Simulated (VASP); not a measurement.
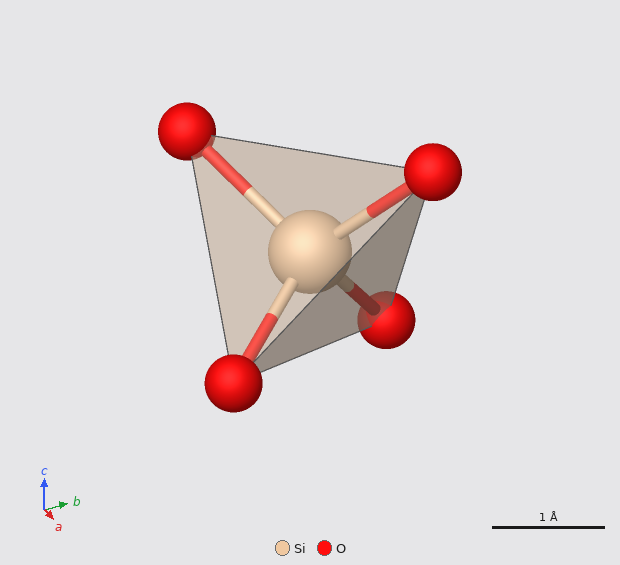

Coordination of Si in SiO2 (P6_422). Shape measures S are computed against regular polyhedra or, for capped shapes, the nearer of the equal-edge and equal-bond forms. Source: the geometry relaxed with VASP, VASP Kohn-Sham DFT of a periodic cell, r2SCAN, VASP PAW PBE potentials, recommended.

### What geometry does the central atom have?

SiO4: an essentially ideal tetrahedron (coordination number 4, S = 0.02; next best see-saw, S = 9.4).

### Does the central atom sit at the centroid of its ligands?

Yes, to within 0.01 Å; the site symmetry is 222.

### How long are the bonds?

4 × Si–O 1.61 Å. The next neighbour, not counted, lies at 3.13 Å.
